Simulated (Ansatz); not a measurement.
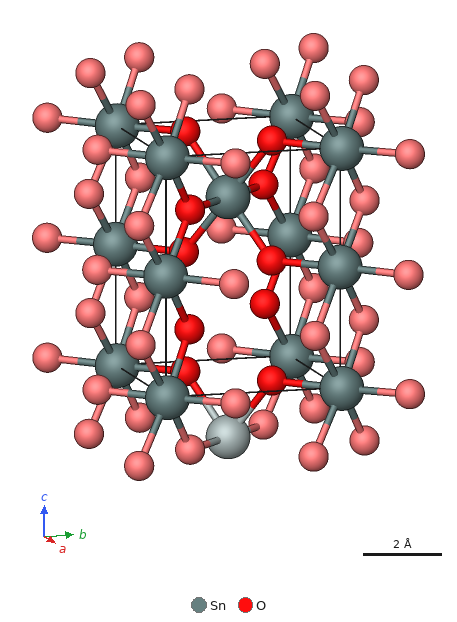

Figure 1. The structure as given in the input (ball-and-stick view of the cell of the calculation, seen slightly off an axis; neighbours outside the cell are drawn fainter).

Nudged elastic band of Sn₃O₈ (part 1 of 4)

System: Sn₃O₈ (defect cell, 11 atoms in the cell).
Method: DFT with PBE, PAW plane waves, no spin polarisation (Ansatz 0.2.0).

The structure derives from an entry of the Crystallography Open Database. The run did not end well.

### The program's output
```
Warning: neb: disabling space-group detection — the band's intermediate images generally break the endpoint symmetry, so no spatial operation reduces the k-mesh or symmetrises the density, except that a semilocal band can use its path's symmetry ahead of convergence; time reversal is kept, so that k and −k are solved as one point where they differ and the mesh holds both, and exact exchange and, on two spinor components, a DFT+U term hold to it where the run has them: on two components no moment then forms, and a state that bears one, which a typed moment (crystal.atoms[].spin; refused beside efield: under a hybrid functional) reaches, can lie lower, under hf by electronvolts; crystal.symmetry.detect: false (a key that needs symmetry detection or time reversal refuses this as the deck is read) with time_reversal: false beside it drops time reversal too
Engine: ansatz 0.2.0, aarch64-unknown-linux-gnu
Pseudopotentials: kind: paw
Pseudopotential: Sn, paw, valence charge 14, recommended cutoff 420 eV (normal), Sn.paw.azcp
Pseudopotential: O, paw, valence charge 6, recommended cutoff 420 eV (normal), O.paw.azcp
Functional definition: PBE
  parameter kappa = 0.804
  parameter beta = 0.06672455060314922
  exchange = pbe_x(kappa = kappa, mu = beta*pi^2/3)
  correlation = pbe_c(beta = beta)
parallel-image band execution: 4 concurrent image workers
NEB image 0
Crystal: 11 atoms, lattice volume = 140.396 Å³
Basis set: ecut = 420 eV, 2773 PW (Γ), exchange–correlation on 64×64×90 points (8 copies of the dense FFT grid, shifted against one another)
Bands: 56, of which v1, the nominal top of the filled ones, is band 45 counted from 1 (44 counted from 0)
Symmetry: 1 space group operations
k-points: 10 of 18 (time reversal used)
Non-local potential: Sn, projectors of the file, l = 0: 2, l = 1: 2, l = 2: 2, l = 3: 2
Non-local potential: O, projectors of the file, l = 0: 2, l = 1: 2, l = 2: 1
PAW form: soft (Blöchl's): semilocal exchange-correlation on the pseudo side does not see the compensation charge
PAW one-centre angular grid: Sn, 590 points (default); XC on 64 Gauss nodes
PAW one-centre angular grid: O, 110 points (default); XC on 64 Gauss nodes
Initial density: superposition of atomic densities (neutral atoms: chi_scale 0, normalization atom), corrected by the library's trained network
Initial wavefunctions: pseudopotential atomic-orbital guess
Functional: x = pbe(κ = 0.804, μ = 0.2195149727645171), c = pbe(β = 0.06672455060314922)
SCF iter   1: F=—  HF=-22599.004424 eV  |F-HF|=—  |Δ(HF+E_count)|=         —  Δρ=1.04e-2  dr2=9.92e-2  ethr=1.77e-3  ⟨swp⟩=5.8  Hψ=2318  notcnv=0  defer=6
preconditioner: auto → LDOS  [metal: Δε(μ)=0.018 eV  Ē_g=17.642 eV  σ=0.050 eV  W_gap=0.09  n_scr=36 (ndim 8)  ℏωp=29.7 eV  f_vac=0.041  D(μ)=18.47/eV (n_scr^D=268)  β→1.0]
SCF iter   2: F=—  HF=-22598.997355 eV  |F-HF|=—  |Δ(HF+E_count)|=   7.07e-3  Δρ=7.01e-3  dr2=2.05e-2  ethr=1.10e-4  ⟨swp⟩=3.0  Hψ=1143  notcnv=0  defer=20
SCF iter   3: F=—  HF=-22598.994821 eV  |F-HF|=—  |Δ(HF+E_count)|=   2.53e-3  Δρ=3.14e-3  dr2=4.78e-3  ethr=2.28e-5  ⟨swp⟩=2.3  Hψ=976  notcnv=0  defer=20
SCF iter   4: F=—  HF=-22598.994278 eV  |F-HF|=—  |Δ(HF+E_count)|=   5.44e-4  Δρ=8.15e-4  dr2=7.85e-4  ethr=5.31e-6  ⟨swp⟩=1.0  Hψ=540  notcnv=0  defer=20
SCF iter   5: F=—  HF=-22598.994285 eV  |F-HF|=—  |Δ(HF+E_count)|=   7.58e-6  Δρ=3.32e-4  dr2=1.34e-4  ethr=8.72e-7  ⟨swp⟩=1.0  Hψ=540  notcnv=0  defer=20
SCF iter   6: F=—  HF=-22598.994280 eV  |F-HF|=—  |Δ(HF+E_count)|=   5.34e-6  Δρ=1.33e-4  dr2=3.52e-5  ethr=1.49e-7  ⟨swp⟩=1.0  Hψ=540  notcnv=0  defer=20
SCF iter   7: F=—  HF=-22598.994288 eV  |F-HF|=—  |Δ(HF+E_count)|=   8.28e-6  Δρ=6.21e-5  dr2=6.86e-6  ethr=3.91e-8  ⟨swp⟩=1.1  Hψ=541  notcnv=0  defer=20
SCF iter   8: F=—  HF=-22598.994288 eV  |F-HF|=—  |Δ(HF+E_count)|=   3.34e-8  Δρ=2.59e-5  dr2=1.19e-6  ethr=7.62e-9  ⟨swp⟩=1.2  Hψ=542  notcnv=0  defer=20
SCF iter   9: F=—  HF=-22598.994288 eV  |F-HF|=—  |Δ(HF+E_count)|=   6.00e-8  Δρ=1.49e-5  dr2=3.88e-7  ethr=1.32e-9  ⟨swp⟩=2.4  Hψ=1003  notcnv=0  defer=20
SCF iter  10: F=-22598.994288 eV  HF=-22598.994288 eV  |F-HF|=6.63e-8  |Δ(HF+E_count)|=   5.73e-9  Δρ=6.98e-6  dr2=7.85e-8  ethr=1.11e-10  ⟨swp⟩=3.3  Hψ=1839  notcnv=0
SCF 1 converged in 10 iterations: F = -22598.994288 eV  dr2 = 7.85e-8
  greatest PAW one-centre occupation: 0.996 electrons in one spin orbital (limit 2), on the Sn atom at site 6 (counted from 0), in its partial waves of l = 2
NSCF: frozen V_eff on 10 k-points
NEB image 6
SCF iter   1: F=—  HF=-22599.070687 eV  |F-HF|=—  |Δ(HF+E_count)|=         —  Δρ=1.06e-2  dr2=8.98e-2  ethr=1.77e-3  ⟨swp⟩=5.6  Hψ=2274  notcnv=0  defer=7
preconditioner: auto → LDOS  [metal: Δε(μ)=0.017 eV  Ē_g=17.684 eV  σ=0.050 eV  W_gap=0.08  n_scr=36 (ndim 8)  ℏωp=29.7 eV  f_vac=0.044  D(μ)=18.75/eV (n_scr^D=284)  β→1.0]
SCF iter   2: F=—  HF=-22599.063542 eV  |F-HF|=—  |Δ(HF+E_count)|=   7.14e-3  Δρ=7.65e-3  dr2=2.48e-2  ethr=9.98e-5  ⟨swp⟩=3.0  Hψ=1131  notcnv=0  defer=21
SCF iter   3: F=—  HF=-22599.059978 eV  |F-HF|=—  |Δ(HF+E_count)|=   3.56e-3  Δρ=3.04e-3  dr2=4.56e-3  ethr=2.76e-5  ⟨swp⟩=2.3  Hψ=961  notcnv=0  defer=21
SCF iter   4: F=—  HF=-22599.059469 eV  |F-HF|=—  |Δ(HF+E_count)|=   5.09e-4  Δρ=7.68e-4  dr2=7.25e-4  ethr=5.07e-6  ⟨swp⟩=1.0  Hψ=539  notcnv=0  defer=21
SCF iter   5: F=—  HF=-22599.059483 eV  |F-HF|=—  |Δ(HF+E_count)|=   1.40e-5  Δρ=3.02e-4  dr2=1.12e-4  ethr=8.06e-7  ⟨swp⟩=1.0  Hψ=539  notcnv=0  defer=21
SCF iter   6: F=—  HF=-22599.059484 eV  |F-HF|=—  |Δ(HF+E_count)|=   8.65e-7  Δρ=1.24e-4  dr2=2.88e-5  ethr=1.25e-7  ⟨swp⟩=1.2  Hψ=620  notcnv=0  defer=21
SCF iter   7: F=—  HF=-22599.059500 eV  |F-HF|=—  |Δ(HF+E_count)|=   1.64e-5  Δρ=6.07e-5  dr2=6.66e-6  ethr=3.20e-8  ⟨swp⟩=1.0  Hψ=539  notcnv=0  defer=21
SCF iter   8: F=—  HF=-22599.059500 eV  |F-HF|=—  |Δ(HF+E_count)|=   6.76e-9  Δρ=2.63e-5  dr2=1.19e-6  ethr=7.40e-9  ⟨swp⟩=1.0  Hψ=539  notcnv=0  defer=21
SCF iter   9: F=—  HF=-22599.059500 eV  |F-HF|=—  |Δ(HF+E_count)|=   4.98e-8  Δρ=1.48e-5  dr2=3.78e-7  ethr=1.33e-9  ⟨swp⟩=1.0  Hψ=539  notcnv=0  defer=21
SCF iter  10: F=-22599.059500 eV  HF=-22599.059500 eV  |F-HF|=7.52e-8  |Δ(HF+E_count)|=   5.69e-9  Δρ=7.40e-6  dr2=8.91e-8  ethr=1.11e-10  ⟨swp⟩=4.0  Hψ=1987  notcnv=0
SCF 2 converged in 10 iterations: F = -22599.059500 eV  dr2 = 8.91e-8
[... from here on the iterations of each SCF are left out, up to the last one ...]
NSCF: frozen V_eff on 10 k-points
NEB end point (image 0): max|allowed force component| = 1.629e0 eV/Å (the criterion of neb.relax_end_points is 1.000e-2)
NEB end point (image 6): max|allowed force component| = 6.947e-1 eV/Å (the criterion of neb.relax_end_points is 1.000e-2)
NEB image 0, for its relaxation
Initial density: handed on by an earlier stage of this run
Initial wavefunctions: those handed on with the density
preconditioner: auto → LDOS  [metal: Δε(μ)=0.013 eV  Ē_g=17.656 eV  σ=0.050 eV  W_gap=0.07  n_scr=36 (ndim 8)  ℏωp=29.7 eV  f_vac=0.042  D(μ)=19.43/eV (n_scr^D=310)  β→1.0]
SCF 3 converged in 2 iterations: F = -22598.994288 eV  dr2 = 5.87e-8
NEB image 0, for its relaxation
preconditioner: auto → LDOS  [metal: Δε(μ)=0.018 eV  Ē_g=17.503 eV  σ=0.050 eV  W_gap=0.09  n_scr=36 (ndim 8)  ℏωp=29.7 eV  f_vac=0.040  D(μ)=17.66/eV (n_scr^D=244)  β→1.0]
SCF 4 converged in 12 iterations: F = -22599.124896 eV  dr2 = 6.62e-8
NEB image 0, for its relaxation
preconditioner: auto → LDOS  [metal: Δε(μ)=0.006 eV  Ē_g=17.544 eV  σ=0.050 eV  W_gap=0.03  n_scr=36 (ndim 8)  ℏωp=29.7 eV  f_vac=0.042  D(μ)=19.25/eV (n_scr^D=302)  β→1.0]
SCF 5 converged in 11 iterations: F = -22599.141525 eV  dr2 = 5.20e-8
NEB image 0, for its relaxation
preconditioner: auto → LDOS  [metal: Δε(μ)=0.010 eV  Ē_g=17.655 eV  σ=0.050 eV  W_gap=0.05  n_scr=36 (ndim 8)  ℏωp=29.7 eV  f_vac=0.043  D(μ)=20.12/eV (n_scr^D=310)  β→1.0]
SCF 6 converged in 10 iterations: F = -22599.143168 eV  dr2 = 1.07e-8
NEB image 0, for its relaxation
preconditioner: auto → LDOS  [metal: Δε(μ)=0.012 eV  Ē_g=17.653 eV  σ=0.050 eV  W_gap=0.06  n_scr=36 (ndim 8)  ℏωp=29.7 eV  f_vac=0.043  D(μ)=20.31/eV (n_scr^D=310)  β→1.0]
SCF 7 converged in 8 iterations: F = -22599.143513 eV  dr2 = 5.85e-8
NEB image 0, for its relaxation
preconditioner: auto → LDOS  [metal: Δε(μ)=0.017 eV  Ē_g=17.648 eV  σ=0.050 eV  W_gap=0.09  n_scr=36 (ndim 8)  ℏωp=29.7 eV  f_vac=0.044  D(μ)=20.41/eV (n_scr^D=310)  β→1.0]
SCF 8 converged in 9 iterations: F = -22599.144077 eV  dr2 = 3.30e-8
NEB image 0, for its relaxation
preconditioner: auto → LDOS  [metal: Δε(μ)=0.024 eV  Ē_g=17.533 eV  σ=0.050 eV  W_gap=0.12  n_scr=36 (ndim 8)  ℏωp=29.7 eV  f_vac=0.045  D(μ)=20.89/eV (n_scr^D=334)  β→1.0]
SCF 9 converged in 11 iterations: F = -22599.156474 eV  dr2 = 4.67e-8
NEB image 0, for its relaxation
preconditioner: auto → LDOS  [metal: Δε(μ)=0.011 eV  Ē_g=17.449 eV  σ=0.050 eV  W_gap=0.05  n_scr=36 (ndim 8)  ℏωp=29.7 eV  f_vac=0.051  D(μ)=20.44/eV (n_scr^D=310)  β→1.0]
SCF 10 converged in 13 iterations: F = -22599.246107 eV  dr2 = 1.92e-8
NEB image 0, for its relaxation
preconditioner: auto → LDOS  [metal: Δε(μ)=0.020 eV  Ē_g=17.404 eV  σ=0.050 eV  W_gap=0.10  n_scr=36 (ndim 8)  ℏωp=29.7 eV  f_vac=0.061  D(μ)=14.18/eV (n_scr^D=196)  β→1.0]
SCF 11 converged in 12 iterations: F = -22599.502990 eV  dr2 = 7.76e-8
NEB image 0, for its relaxation
preconditioner: auto → LDOS  [metal: Δε(μ)=0.008 eV  Ē_g=17.262 eV  σ=0.050 eV  W_gap=0.04  n_scr=36 (ndim 8)  ℏωp=29.7 eV  f_vac=0.072  D(μ)=12.27/eV (n_scr^D=136)  β→1.0]
SCF 12 converged in 11 iterations: F = -22599.700847 eV  dr2 = 4.87e-8
NEB image 0, for its relaxation
preconditioner: auto → LDOS  [insulator: Δε(μ)=0.135 eV  Ē_g=17.298 eV  σ=0.050 eV  W_gap=0.58  n_scr=36 (ndim 8)  ℏωp=29.7 eV  f_vac=0.091  D(μ)=2.37/eV (n_scr^D=14)  ε∞_Penn≈4.0  β→1.0]
SCF 13 converged in 14 iterations: F = -22600.005755 eV  dr2 = 2.09e-8
NEB image 0, for its relaxation
preconditioner: auto → Resta (q_TF=auto, 2.533 Å⁻¹)  ε∞=3.8  [insulator: Δε(μ)=0.326 eV  Ē_g=17.681 eV  σ=0.050 eV  W_gap=0.90  n_scr=36 (ndim 8)  ℏωp=29.7 eV  f_vac=0.110  D(μ)=0.36/eV (n_scr^D=0)  ε∞_Penn≈3.8]
preconditioner: auto → LDOS  [metal: Δε(μ)=0.093 eV  Ē_g=17.592 eV  σ=0.050 eV  W_gap=0.43  n_scr=36 (ndim 8)  ℏωp=29.7 eV  f_vac=0.113  D(μ)=4.96/eV (n_scr^D=36)  β→1.0]
SCF 14 converged in 12 iterations: F = -22600.322477 eV  dr2 = 1.22e-8
NEB image 0, for its relaxation
preconditioner: auto → LDOS  [metal: Δε(μ)=0.032 eV  Ē_g=17.833 eV  σ=0.050 eV  W_gap=0.16  n_scr=36 (ndim 8)  ℏωp=29.7 eV  f_vac=0.106  D(μ)=2.99/eV (n_scr^D=18)  β→1.0]
SCF 15 converged in 11 iterations: F = -22600.150972 eV  dr2 = 3.22e-8
NEB image 0, for its relaxation
preconditioner: auto → LDOS  [metal: Δε(μ)=0.034 eV  Ē_g=17.475 eV  σ=0.050 eV  W_gap=0.17  n_scr=36 (ndim 8)  ℏωp=29.7 eV  f_vac=0.107  D(μ)=4.15/eV (n_scr^D=28)  β→1.0]
SCF 16 converged in 10 iterations: F = -22600.404895 eV  dr2 = 1.93e-8
NEB image 0, for its relaxation
preconditioner: auto → LDOS  [metal: Δε(μ)=0.086 eV  Ē_g=17.604 eV  σ=0.050 eV  W_gap=0.36  n_scr=36 (ndim 8)  ℏωp=29.7 eV  f_vac=0.104  D(μ)=4.19/eV (n_scr^D=28)  β→1.0]
SCF 17 converged in 10 iterations: F = -22600.478066 eV  dr2 = 1.25e-8
NEB image 0, for its relaxation
preconditioner: auto → LDOS  [insulator: Δε(μ)=0.113 eV  Ē_g=17.633 eV  σ=0.050 eV  W_gap=0.50  n_scr=36 (ndim 8)  ℏωp=29.7 eV  f_vac=0.105  D(μ)=2.75/eV (n_scr^D=14)  ε∞_Penn≈3.8  β→1.0]
SCF 18 converged in 9 iterations: F = -22600.486254 eV  dr2 = 4.63e-8
NEB image 0, for its relaxation
preconditioner: auto → LDOS  [insulator: Δε(μ)=0.124 eV  Ē_g=17.646 eV  σ=0.050 eV  W_gap=0.54  n_scr=36 (ndim 8)  ℏωp=29.7 eV  f_vac=0.103  D(μ)=2.42/eV (n_scr^D=14)  ε∞_Penn≈3.8  β→1.0]
SCF 19 converged in 9 iterations: F = -22600.497847 eV  dr2 = 6.29e-8
NEB image 0, for its relaxation
preconditioner: auto → LDOS  [insulator: Δε(μ)=0.194 eV  Ē_g=17.616 eV  σ=0.050 eV  W_gap=0.69  n_scr=36 (ndim 8)  ℏωp=29.7 eV  f_vac=0.104  D(μ)=2.15/eV (n_scr^D=14)  ε∞_Penn≈3.8  β→1.0]
SCF 20 converged in 8 iterations: F = -22600.504543 eV  dr2 = 5.60e-8
NEB image 0, for its relaxation
preconditioner: auto → LDOS  [insulator: Δε(μ)=0.349 eV  Ē_g=17.587 eV  σ=0.050 eV  W_gap=0.84  n_scr=36 (ndim 8)  ℏωp=29.7 eV  f_vac=0.104  D(μ)=2.08/eV (n_scr^D=6)  ε∞_Penn≈3.9  β→1.0]
SCF 21 converged in 8 iterations: F = -22600.504828 eV  dr2 = 8.08e-8
NEB image 0, for its relaxation
preconditioner: auto → LDOS  [metal: Δε(μ)=0.090 eV  Ē_g=17.586 eV  σ=0.050 eV  W_gap=0.42  n_scr=36 (ndim 8)  ℏωp=29.7 eV  f_vac=0.104  D(μ)=3.61/eV (n_scr^D=28)  β→1.0]
SCF 22 converged in 7 iterations: F = -22600.506065 eV  dr2 = 2.52e-8
NEB image 0, for its relaxation
preconditioner: auto → LDOS  [insulator: Δε(μ)=0.127 eV  Ē_g=17.590 eV  σ=0.050 eV  W_gap=0.55  n_scr=36 (ndim 8)  ℏωp=29.7 eV  f_vac=0.104  D(μ)=3.22/eV (n_scr^D=20)  ε∞_Penn≈3.9  β→1.0]
SCF 23 converged in 6 iterations: F = -22600.506129 eV  dr2 = 2.49e-8
NEB image 0, for its relaxation
preconditioner: auto → LDOS  [insulator: Δε(μ)=0.146 eV  Ē_g=17.589 eV  σ=0.050 eV  W_gap=0.60  n_scr=36 (ndim 8)  ℏωp=29.7 eV  f_vac=0.104  D(μ)=2.96/eV (n_scr^D=18)  ε∞_Penn≈3.9  β→1.0]
SCF 24 converged in 6 iterations: F = -22600.506350 eV  dr2 = 4.69e-9
NEB image 0
preconditioner: auto → LDOS  [insulator: Δε(μ)=0.138 eV  Ē_g=17.588 eV  σ=0.050 eV  W_gap=0.58  n_scr=36 (ndim 8)  ℏωp=29.7 eV  f_vac=0.104  D(μ)=3.06/eV (n_scr^D=20)  ε∞_Penn≈3.9  β→1.0]
SCF 25 converged in 3 iterations: F = -22600.506350 eV  dr2 = 1.49e-9
NSCF: frozen V_eff on 10 k-points
NEB end point (image 0): relaxed in 209 SCF iterations, 1.512062 eV lower, largest move of an atom 0.982 Å; not tested for a saddle point
NEB image 6, for its relaxation
preconditioner: auto → LDOS  [metal: Δε(μ)=0.015 eV  Ē_g=17.695 eV  σ=0.050 eV  W_gap=0.07  n_scr=36 (ndim 8)  ℏωp=29.7 eV  f_vac=0.044  D(μ)=19.66/eV (n_scr^D=310)  β→1.0]
SCF 26 converged in 2 iterations: F = -22599.059500 eV  dr2 = 4.93e-8
NEB image 6, for its relaxation
preconditioner: auto → LDOS  [metal: Δε(μ)=0.016 eV  Ē_g=17.576 eV  σ=0.050 eV  W_gap=0.08  n_scr=36 (ndim 8)  ℏωp=29.7 eV  f_vac=0.042  D(μ)=19.57/eV (n_scr^D=310)  β→1.0]
SCF 27 converged in 12 iterations: F = -22599.129319 eV  dr2 = 3.76e-8
NEB image 6, for its relaxation
preconditioner: auto → LDOS  [metal: Δε(μ)=0.016 eV  Ē_g=17.661 eV  σ=0.050 eV  W_gap=0.08  n_scr=36 (ndim 8)  ℏωp=29.7 eV  f_vac=0.042  D(μ)=19.99/eV (n_scr^D=310)  β→1.0]
SCF 28 converged in 11 iterations: F = -22599.142481 eV  dr2 = 7.29e-8
NEB image 6, for its relaxation
preconditioner: auto → LDOS  [metal: Δε(μ)=0.034 eV  Ē_g=17.705 eV  σ=0.050 eV  W_gap=0.17  n_scr=36 (ndim 8)  ℏωp=29.7 eV  f_vac=0.042  D(μ)=19.97/eV (n_scr^D=310)  β→1.0]
SCF 29 converged in 8 iterations: F = -22599.142683 eV  dr2 = 6.95e-8
NEB image 6
preconditioner: auto → LDOS  [metal: Δε(μ)=0.034 eV  Ē_g=17.705 eV  σ=0.050 eV  W_gap=0.16  n_scr=36 (ndim 8)  ℏωp=29.7 eV  f_vac=0.042  D(μ)=20.07/eV (n_scr^D=310)  β→1.0]
SCF 30 converged in 2 iterations: F = -22599.142683 eV  dr2 = 4.96e-8
NSCF: frozen V_eff on 10 k-points
NEB end point (image 6): relaxed in 33 SCF iterations, 0.083183 eV lower, largest move of an atom 0.073 Å; not tested for a saddle point
NEB image 1
preconditioner: auto → LDOS  [metal: Δε(μ)=0.005 eV  Ē_g=17.319 eV  σ=0.050 eV  W_gap=0.03  n_scr=36 (ndim 8)  ℏωp=29.7 eV  f_vac=0.086  D(μ)=12.45/eV (n_scr^D=148)  β→1.0]
SCF 31 converged in 10 iterations: F = -22598.701793 eV  dr2 = 4.02e-8
NEB image 2
preconditioner: auto → LDOS  [metal: Δε(μ)=0.008 eV  Ē_g=17.507 eV  σ=0.050 eV  W_gap=0.04  n_scr=36 (ndim 8)  ℏωp=29.7 eV  f_vac=0.068  D(μ)=13.62/eV (n_scr^D=164)  β→1.0]
SCF 32 converged in 9 iterations: F = -22593.383403 eV  dr2 = 9.14e-8
NEB image 3
preconditioner: auto → LDOS  [metal: Δε(μ)=0.025 eV  Ē_g=17.784 eV  σ=0.050 eV  W_gap=0.13  n_scr=36 (ndim 8)  ℏωp=29.7 eV  f_vac=0.048  D(μ)=13.03/eV (n_scr^D=148)  β→1.0]
SCF 33 converged in 10 iterations: F = -22586.198275 eV  dr2 = 2.68e-8
NEB image 4
preconditioner: auto → LDOS  [metal: Δε(μ)=0.041 eV  Ē_g=17.714 eV  σ=0.050 eV  W_gap=0.20  n_scr=36 (ndim 8)  ℏωp=29.7 eV  f_vac=0.043  D(μ)=16.18/eV (n_scr^D=228)  β→1.0]
SCF 34 converged in 10 iterations: F = -22588.210040 eV  dr2 = 1.12e-8
NEB image 5
preconditioner: auto → LDOS  [metal: Δε(μ)=0.013 eV  Ē_g=17.646 eV  σ=0.050 eV  W_gap=0.07  n_scr=36 (ndim 8)  ℏωp=29.7 eV  f_vac=0.044  D(μ)=20.59/eV (n_scr^D=318)  β→1.0]
SCF 35 converged in 11 iterations: F = -22596.122086 eV  dr2 = 3.53e-8
NEB iter   1: max|band force component| = 2.892e1 eV/Å  barrier→ = 14.3081 eV  barrier← = 12.9444 eV  Δτ_max = 0.2000 Å  (75 SCF iters)
NEB image 1
preconditioner: auto → LDOS  [metal: Δε(μ)=0.052 eV  Ē_g=17.137 eV  σ=0.050 eV  W_gap=0.25  n_scr=36 (ndim 8)  ℏωp=29.7 eV  f_vac=0.073  D(μ)=9.85/eV (n_scr^D=106)  β→1.0]
SCF 36 converged in 13 iterations: F = -22599.176858 eV  dr2 = 1.86e-8
NEB image 2
preconditioner: auto → LDOS  [metal: Δε(μ)=0.007 eV  Ē_g=17.206 eV  σ=0.050 eV  W_gap=0.03  n_scr=36 (ndim 8)  ℏωp=29.7 eV  f_vac=0.060  D(μ)=10.85/eV (n_scr^D=122)  β→1.0]
SCF 37 converged in 12 iterations: F = -22595.578211 eV  dr2 = 6.87e-8
NEB image 3
preconditioner: auto → LDOS  [metal: Δε(μ)=0.020 eV  Ē_g=17.402 eV  σ=0.050 eV  W_gap=0.10  n_scr=36 (ndim 8)  ℏωp=29.7 eV  f_vac=0.049  D(μ)=17.74/eV (n_scr^D=244)  β→1.0]
SCF 38 converged in 11 iterations: F = -22593.145998 eV  dr2 = 4.87e-8
NEB image 4
preconditioner: auto → LDOS  [metal: Δε(μ)=0.036 eV  Ē_g=17.527 eV  σ=0.050 eV  W_gap=0.18  n_scr=36 (ndim 8)  ℏωp=29.7 eV  f_vac=0.061  D(μ)=15.43/eV (n_scr^D=220)  β→1.0]
SCF 39 converged in 11 iterations: F = -22595.362868 eV  dr2 = 5.21e-8
NEB image 5
preconditioner: auto → LDOS  [metal: Δε(μ)=0.014 eV  Ē_g=17.637 eV  σ=0.050 eV  W_gap=0.07  n_scr=36 (ndim 8)  ℏωp=29.7 eV  f_vac=0.054  D(μ)=17.40/eV (n_scr^D=244)  β→1.0]
SCF 40 converged in 13 iterations: F = -22598.201670 eV  dr2 = 8.91e-8
NEB iter   2: max|band force component| = 6.541e0 eV/Å  barrier→ = 7.3604 eV  barrier← = 5.9967 eV  Δτ_max = 0.2000 Å  (60 SCF iters)
[... from here on the SCF iterations and repeated set-up lines of each step are left out, up to the last step ...]
NEB image 1
SCF 41 converged in 16 iterations: F = -22600.000633 eV  dr2 = 4.97e-8
NEB image 2
SCF 42 converged in 11 iterations: F = -22597.153412 eV  dr2 = 2.45e-8
NEB image 3
SCF 43 converged in 11 iterations: F = -22594.823047 eV  dr2 = 3.85e-8
NEB image 4
SCF 44 converged in 12 iterations: F = -22597.378357 eV  dr2 = 4.34e-8
```
